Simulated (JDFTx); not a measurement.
**AgCl: 7 runs along one coordinate**

System: AgCl (Fm-3m, 2 atoms in the cell).
Method: Kohn-Sham DFT of a periodic cell, RPBE, PseudoDojo-SR-PBE-0.5-standard, no spin polarisation (JDFTx 1.7.0 (patched build)).

The 7 runs differ only in the geometry, by an even scaling of the cell at fixed fractional positions. The structure derives from an entry of the Crystallography Open Database.

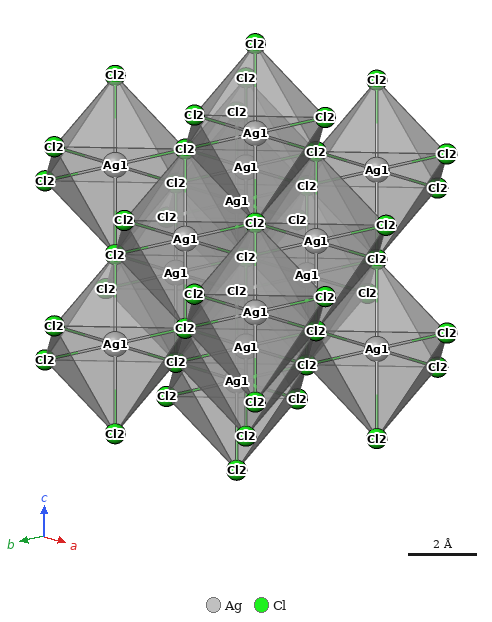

Figure 1. The structure of run 4 (polyhedral view of the cell 4 times as large as that of the calculation, set on its symmetry axes, seen at an oblique angle; polyhedra are completed across the faces of the cell; atoms are numbered from 1 in the order of the input).

**Input of run 4**
```
lattice \
    0.0000000000     5.1684009509     5.1684009509 \
    5.1684009509     0.0000000000     5.1684009509 \
    5.1684009509     5.1684009509     0.0000000000
coords-type Lattice
ion Ag     0.0000000000     0.0000000000     0.0000000000 1
ion Cl     0.5000000000     0.5000000000     0.5000000000 1

ion-species pseudo/Ag.upf
ion-species pseudo/Cl.upf
elec-cutoff 41 328
elec-ex-corr gga-x-rpbe gga-c-pbe
kpoint-folding 8 8 8
elec-smearing Fermi 0.0018374661
elec-n-bands 19
electronic-SCF nIterations 100 energyDiffThreshold 1e-09
electronic-minimize nIterations 30 energyDiffThreshold 1e-7
forces-output-coords Cartesian

dump-name run.$VAR
dump End Ecomponents EigStats BandEigs Kpoints Forces Stress
```

Command:
```bash
jdftx -c 1 -i AgCl.in -o AgCl.out
```

Run 3 differs from it as follows:
```diff
-    0.0000000000     5.1684009509     5.1684009509 \
-    5.1684009509     0.0000000000     5.1684009509 \
-    5.1684009509     5.1684009509     0.0000000000
+    0.0000000000     5.1337126509     5.1337126509 \
+    5.1337126509     0.0000000000     5.1337126509 \
+    5.1337126509     5.1337126509     0.0000000000
```

**Results, with one run withheld**

| run | volume per atom (Å³) | free energy per atom, from the lowest run given (meV) | pressure (GPa) | gap on the mesh (eV) |
| --- | --- | --- | --- | --- |
| 1 | 19.231 | 112.85 | 11.69 | 1.08 |
| 2 | 19.640 | 85.01 | 9.97 | 1.08 |
| 3 | 20.049 | ? | ? | ? |
| 4 | 20.458 | 41.33 | 7.07 | 1.09 |
| 5 | 20.868 | 24.65 | 5.86 | 1.09 |
| 6 | 21.277 | 11.05 | 4.74 | 1.10 |
| 7 | 21.686 | 0.00 | 3.77 | 1.11 |

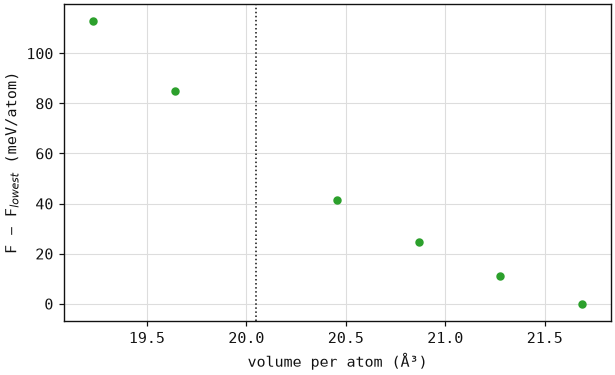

Figure 2. Free energy per atom of the runs given; the dotted line marks run 3.

Estimate the energy of run 3 from the others.

A cubic polynomial in V^(−2/3) (the Birch–Murnaghan form), fitted to the 6 runs given, misses them by at most 0.04 meV per atom. With x = V^(−2/3) − 0.13352 Å⁻², it reads F = 39.639 + 10092 x + 4.2656e+05 x² + 2.0936e+06 x³ (meV per atom). At run 3 it gives 61.31 meV per atom, and the run itself gives 61.32. The slope of the fit gives a pressure −dF/dV of 8.52 GPa there, and the run prints 8.44 GPa. The two needn't agree exactly: the fit is approximate, and the printed stress is taken on a finite basis. The fit has no minimum inside this range.

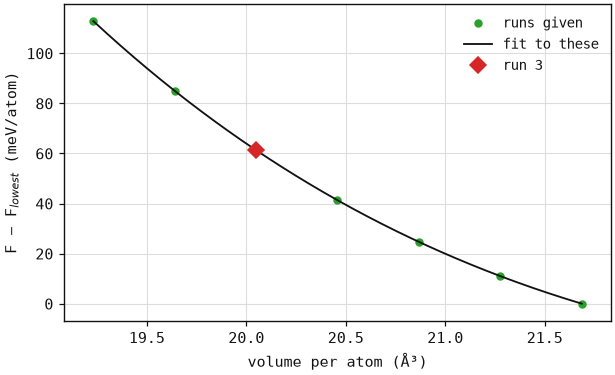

Figure 3. The fit and the withheld run.

**Some lines of the output (run 3)**
```
[...]
unit cell volume = 270.598
     Etot =     -162.4364827766021904
        F =     -162.4364827926368093
	HOMO-LUMO gap: +0.039772
	Optical gap  : +0.130024 at state 1 ( [ +0.000000 +0.000000 +0.125000 ] spin 0 )
```
